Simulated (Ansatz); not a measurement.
Al₂₃N₂₅ (cell charge +1, with a compensating background) (cell with a defect)

Input file:

```
crystal:
  lattice:
    - [3.1302084199, -5.4216800216, 5.0180433219]
    - [3.1302084199, 5.4216800216, 5.0180433219]
    - [-6.2604168399, 0.0, 5.0180433219]
  atoms:
    - { symbol: "N", position: [0.6952228574, 0.3618895241, 0.5285561908], spin: 0.2 }
    - { symbol: Al, position: [0.9992118434, 0.66587851, 0.8325451767] }
    - { symbol: Al, position: [0.3306179968, 0.5002685896, 0.6650632536] }
    - { symbol: Al, position: [0.833601923, 0.4983965869, 0.1639513302] }
    - { symbol: Al, position: [0.1667429814, 0.3318699863, 0.9990325749] }
    - { symbol: Al, position: [0.4980289423, 0.6682681618, 0.3318543866] }
    - { symbol: Al, position: [0.8317299202, 0.9972846635, 0.6669352563] }
    - { symbol: Al, position: [0.1656992416, 0.8334096481, 0.498536653] }
    - { symbol: Al, position: [0.4985210533, 0.1646956089, 0.8349348285] }
    - { symbol: Al, position: [0.6652033197, 0.8323659082, 1.0000763147] }
    - { symbol: Al, position: [1.0016014951, 0.1651877199, 0.3313622756] }
    - { symbol: Al, position: [0.334398717, 1.0010653836, 0.1677320503] }
    - { symbol: Al, position: [0.6544352804, 0.4989986794, 0.8450199136] }
    - { symbol: Al, position: [1.0005866545, 0.8347794974, 0.1651805893] }
    - { symbol: Al, position: [0.3318472559, 0.6672533212, 1.0014461641] }
    - { symbol: Al, position: [0.8323320127, 0.6783532469, 0.4877686138] }
    - { symbol: Al, position: [0.1676995095, 0.500049052, 0.3316579647] }
    - { symbol: Al, position: [0.4983246313, 0.8343661761, 0.6667157187] }
    - { symbol: Al, position: [0.8333823853, 0.164991298, 1.0010328428] }
    - { symbol: Al, position: [0.1681128308, 0.9985139226, 0.8339199879] }
    - { symbol: Al, position: [0.501955678, 0.3346807848, 0.1719223184] }
    - { symbol: Al, position: [0.6680141181, 1.0052556518, 0.3352890113] }
    - { symbol: Al, position: [1.0116865803, 0.3211019471, 0.6656653461] }
    - { symbol: Al, position: [0.3385889851, 0.1686223447, 0.5013474514] }
    - { symbol: "N", position: [0.7804014619, 0.4470681285, 0.6137347952], spin: 0.2 }
    - { symbol: "N", position: [0.1255166097, 0.7921832764, 0.9588499431] }
    - { symbol: "N", position: [0.4576282361, 0.6274973674, 0.7931937241] }
    - { symbol: "N", position: [0.9608307007, 0.6265270575, 0.2909615694] }
    - { symbol: "N", position: [0.2931251076, 0.4597179627, 0.1252603581] }
    - { symbol: "N", position: [0.6241292858, 0.7946311511, 0.4606377469] }
    - { symbol: "N", position: [0.9598603908, 0.1242949027, 0.794164034] }
    - { symbol: "N", position: [0.2919270247, 0.9597917743, 0.6263846294] }
    - { symbol: "N", position: [0.6273044136, 0.2907959525, 0.9612978178] }
    - { symbol: "N", position: [0.7930512961, 0.9585936914, 0.126458441] }
    - { symbol: "N", position: [0.1279644845, 0.2939710803, 0.4574626191] }
    - { symbol: "N", position: [0.4612905154, 0.127957182, 0.2946238487] }
    - { symbol: "N", position: [0.4425389853, 0.2925547507, 0.642976142], spin: 0.2 }
    - { symbol: "N", position: [0.7929329433, 0.625364453, 0.9538874382] }
    - { symbol: "N", position: [0.1205541049, 0.45959961, 0.7920311196] }
    - { symbol: "N", position: [0.625888084, 0.4763094753, 0.2758723187], spin: 0.2 }
    - { symbol: "N", position: [0.9610932998, 0.2928342675, 0.125474775] }
    - { symbol: "N", position: [0.2921414417, 0.6277599665, 0.4595009342] }
    - { symbol: "N", position: [0.6261676008, 0.9588081084, 0.7944266331] }
    - { symbol: "N", position: [0.9586977863, 0.7872207716, 0.6262662767] }
    - { symbol: "N", position: [0.2920332881, 0.12507608, 0.9626578372] }
    - { symbol: "N", position: [0.4584094133, 0.7959911706, 0.1253666214] }
    - { symbol: "N", position: [0.8096428086, 0.109205652, 0.4592214174], spin: 0.2 }
    - { symbol: "N", position: [0.1293245039, 0.9586999547, 0.2917427467] }
  host:
    lattice:
      - [3.1302084199, 0.0, 0.0]
      - [-1.56510421, 2.7108400108, 0.0]
      - [0.0, 0.0, 5.0180433219]
    atoms:
      - { symbol: Al, position: [0.6666666667, 0.3333333333, 0.4992342259] }
      - { symbol: Al, position: [0.3333333333, 0.6666666667, 0.9992342259] }
      - { symbol: "N", position: [0.6666666667, 0.3333333333, 0.8807657741] }
      - { symbol: "N", position: [0.3333333333, 0.6666666667, 0.3807657741] }
total_charge: 1
basis:
  ecutwfc: 420
  xc_grid: 2
kpoints:
  mp_grid: { grid: [2, 2, 2], shift: [0.5, 0.5, 0.5] }
hamiltonian:
  xc: pbe
scf:
  occupations: { method: gaussian, width: 0.01 }
output:
  forces: true
  stress: false
  eigenvalues: true
  populations: true
  charged_corrections:
    defect_position: [0.66641141, 0.33307808, 0.49974474]
    epsilon: [[8.2944, 0.0, 0.0], [0.0, 8.2944, 0.0], [0.0, 0.0, 9.8365]]
  write_density: true
  write_potential: true
  elf: true
  volumetric_format: npy
magnetization:
  spin_polarized: true
relax:
  adjacent_minimum: "off"
  f_tol: 0.025
  max_steps: 45
```

Run with:

```sh
ansatz run input.yaml --threads 4 --pin off --max-ram 10240MiB --backend cpu --events-out ev --progress --plain --runs-dir out
```

The fields are those of the run's last geometry, not of the input's.

The program warned that a starting moment wasn't kept; spin-polarised.

Theory: DFT PBE, scalar-relativistic, plane waves, PAW (Ansatz 0.2.0).

Core electrons are frozen (PAW), and the valence fields are smoothed inside the atomic spheres.

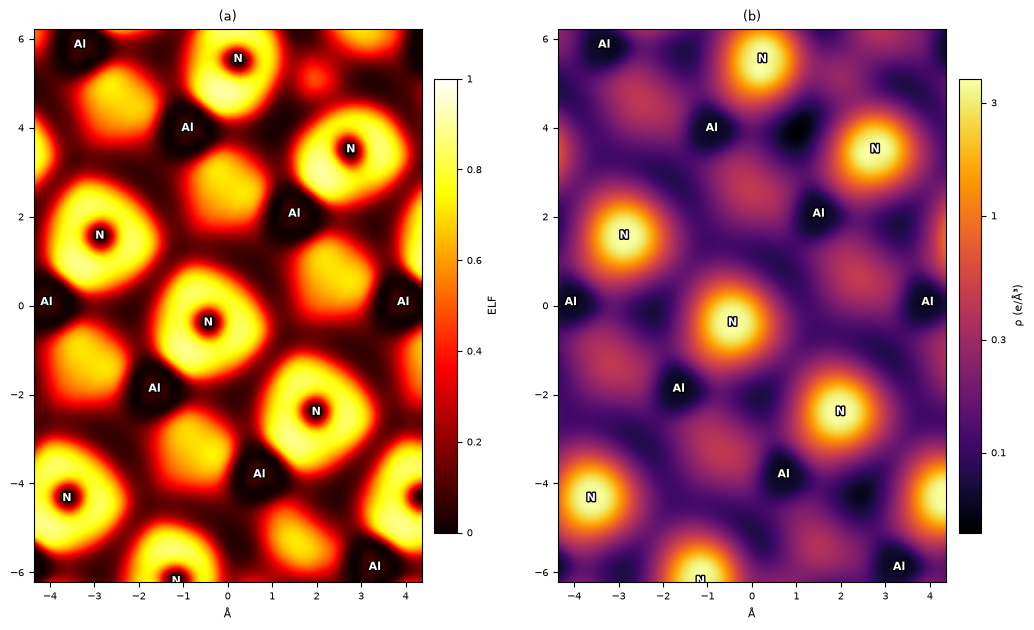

Figure 1. (a) electron localisation function; (b) valence pseudo-density on the (11̄0) plane of the calculation cell.

**What does the map show?**

The plane passes through Al and N nuclei.
Atoms just off the plane (N, 0.9 Å away and Al, 0.9 Å away) can leave unmarked features too.
Al–N (1.89 Å): ρ is about 0.69 e/Å³ halfway; the ELF peaks at about 0.90 between the atoms, as expected for a shared but strongly polarised pair.
Al–N (1.91 Å): ρ at the midpoint is about 0.66 e/Å³; the ELF peaks at about 0.90 between the atoms: a polar covalent bond.
Between the atoms the lowest density in this plane is 0.05 e/Å³.

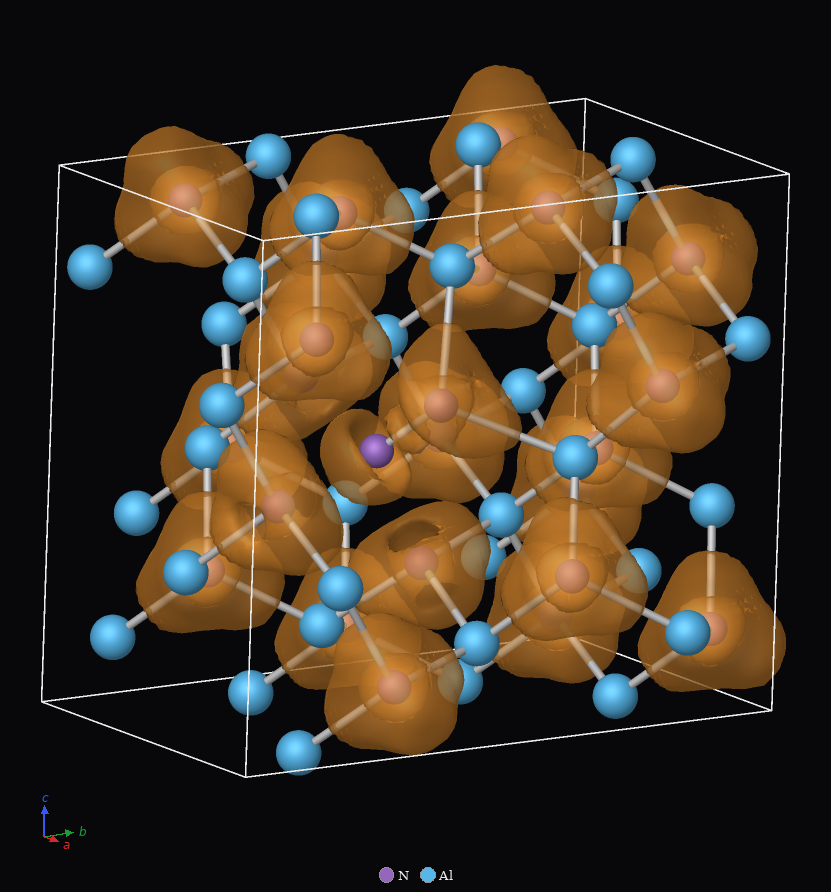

Figure 2. Isosurface of the ELF at 0.75 (orange), seen slightly off an axis. Core shells and regions of very low density are left out. Sticks mark near contacts.

**Where are the electrons localised?**

The surface consists of one region between bonded N–N atoms (shared pairs), 24 regions on N in which the atom's valence shell and bonds are merged and one lobe on N, pointing away from the bonds (lone pairs), counted in one cell of 48 atoms. Any copies at cell faces, edges or corners count once.


N–N (1.30 Å): the ELF peaks at about 0.85 between the atoms (inside overlapping PAW spheres, so only a guide); a covalent bond. Al–N (1.86 Å): the ELF peaks at about 0.90 in the valence shell of N, 0.8 Å from its nucleus, and is about 0.85 at the midpoint.

**Does the calculation give a band gap?**

It is gapped, with a Kohn–Sham gap of 0.55 eV on the k-point mesh, an upper bound to the gap of this method.
